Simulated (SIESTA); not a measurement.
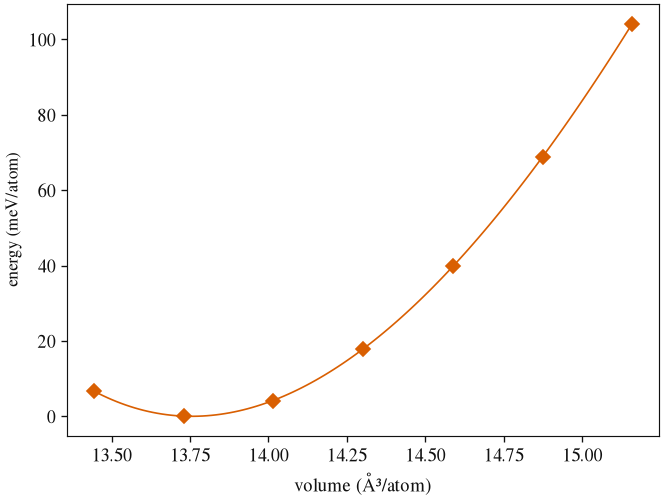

The figure shows the energy against volume for Rh, space group P6_3/mmc (No. 194).

Structure:
```
Rh
1.0
     2.73098    0.00000    0.00000
    -1.36549    2.36510    0.00000
     0.00000    0.00000    4.42849
Rh
2
Direct
  0.33333 0.66667 0.25000
  0.66667 0.33333 0.75000
```

Method: DFT in numerical atomic orbitals with pseudopotentials, no spin polarisation; energies at scaled volumes of the given cell, shape and fractions fixed, counted from the fit's minimum, third-order Birch-Murnaghan fit (SIESTA 5.4.2). Level: PBEsol.

k mesh 11×11×6; occupations Fermi–Dirac; smearing width 0.05 eV; potentials PseudoDojo 0.4 standard, converted to PSML, two zetas on semicore shells; program settings basis DZP, mesh cutoff 800 Ry.

From this curve and the settings, what does the calculation give for the pressure at the same points?

The pressure falls from 6.85 GPa at volume 13.44 Å³/atom to −21.58 GPa at 15.16 Å³/atom, and changes sign near 13.76 Å³/atom.

```json
{"volume (Å³/atom)": "13.44", "pressure (GPa)": "6.85"}
{"volume (Å³/atom)": "13.73", "pressure (GPa)": "0.62"}
{"volume (Å³/atom)": "14.02", "pressure (GPa)": "-5.06"}
{"volume (Å³/atom)": "14.30", "pressure (GPa)": "-10.18"}
{"volume (Å³/atom)": "14.59", "pressure (GPa)": "-14.33"}
{"volume (Å³/atom)": "14.87", "pressure (GPa)": "-18.01"}
{"volume (Å³/atom)": "15.16", "pressure (GPa)": "-21.58"}
```

Limits of the calculation: mulliken charges of long orbitals; shape and atomic fractions are frozen while scaling, which makes layered, chain and framework solids too stiff.
